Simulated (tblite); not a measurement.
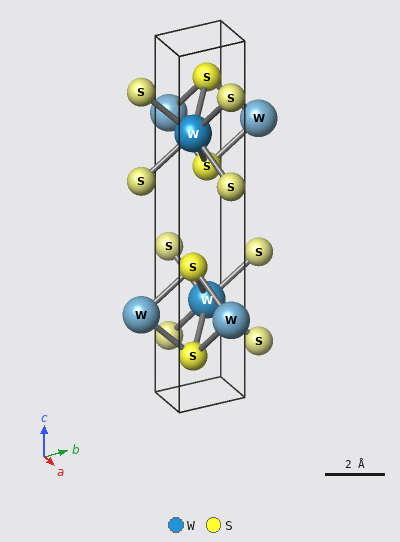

Figure 1. The structure as given in the input (ball-and-stick view of the cell of the calculation, seen slightly off an axis; neighbours outside the cell are drawn fainter).

WS$_{2}$: single-point calculation

WS$_{2}$ (6 atoms in the cell), computed with GFN1-xTB tight binding on a periodic cluster of cells at the zone centre (tblite 0.8.0).

The structure derives from an entry of the Crystallography Open Database. The geometry comes from this level: r2scan-rvv10.

Input file:
```python
import json
from ase import Atoms
from ase.build import make_supercell
from ase.units import Bohr, GPa, Hartree
from tblite.interface import Calculator

atoms = Atoms(['W', 'W', 'S', 'S', 'S', 'S'],
              cell=[[3.169945, 0.0, -0.0], [-1.584972, 2.745253, 0.0], [-0.0, -0.0, 12.491116]],
              scaled_positions=[[0.333333, 0.666667, 0.25], [0.666667, 0.333333, 0.75], [0.333333, 0.666667, 0.624892], [0.666667, 0.333333, 0.124892], [0.333333, 0.666667, 0.875108], [0.666667, 0.333333, 0.375108]],
              pbc=True)
cluster = make_supercell(atoms, [[3, 0, 0], [0, 3, 0], [0, 0, 1]])
calc = Calculator('GFN1-xTB', cluster.numbers, cluster.positions / Bohr, lattice=cluster.cell[:] / Bohr, periodic=cluster.pbc)
calc.set('temperature', 0.02 / Hartree)
calc.set('max-iter', 150)
res = calc.singlepoint()
levels = res.get('orbital-energies') * Hartree
nv = round(res.get('orbital-occupations').sum() / 2)
cells = len(cluster) // len(atoms)
out = {'energy_per_cell': res.get('energy') * Hartree / cells, 'homo': levels[nv - 1], 'lumo': levels[nv],
       'stress': (-res.get('virial') * Hartree / cluster.get_volume() / GPa).tolist(), 'charges': res.get('charges')[:len(atoms)].tolist(), 'electrons': 2 * nv / cells}
json.dump(out, open('results.json', 'w'))
for key, value in out.items():
    print(key, value)
```

Launch command:
```bash
python run.py
```

The program's output:
```
------------------------------------------------------------
  cycle        total energy    energy error   density error
------------------------------------------------------------
      1     -173.5171434733  -1.7366574E+02   7.7035844E-01
      2     -168.5170288098   5.0001147E+00   9.2129048E-01
      3     -177.0832556671  -8.5662269E+00   3.5175727E-01
      4     -177.0743413882   8.9142789E-03   3.2090444E-02
      5     -177.0839518459  -9.6104577E-03   1.2247544E-02
      6     -177.0849551291  -1.0032832E-03   1.4924865E-03
      7     -177.0851315106  -1.7638149E-04   3.4068185E-04
      8     -177.0851368248  -5.3142118E-06   6.7180135E-05
      9     -177.0851369134  -8.8602121E-08   4.5741519E-05
     10     -177.0851369277  -1.4249451E-08   1.1202999E-05
------------------------------------------------------------

 total:                                  12.247 sec
energy_per_cell -535.4146689018535
homo -9.795347250145817
lumo -7.461389126628625
stress [[2.8567483117445134, 7.80418550533578e-05, -6.100399859608403e-07], [7.80418550530254e-05, 2.8568539742277497, 3.522067647345151e-07], [-6.100399858077267e-07, 3.5220676417116176e-07, -1.608773761992512]]
charges [0.37987153185201006, 0.37987153188825495, -0.18993645904773945, -0.18993672011582088, -0.18993672013357754, -0.18993645903005632]
electrons 36.0
```

Summary:

- outcome: converged
- space group (tolerance 0.01 Å): P6₃/mmc (194)
- electrons treated: 36
- total energy: −535.4147 eV
- band gap: 2.33 eV
- pressure: 1.37 GPa
- hardware: 1 thread of Intel Xeon @ 2.50GHz (Skylake/Cascade Lake), 189 GiB of memory available, shared host
- wall time: 14 s
- peak memory: 0.12 GiB
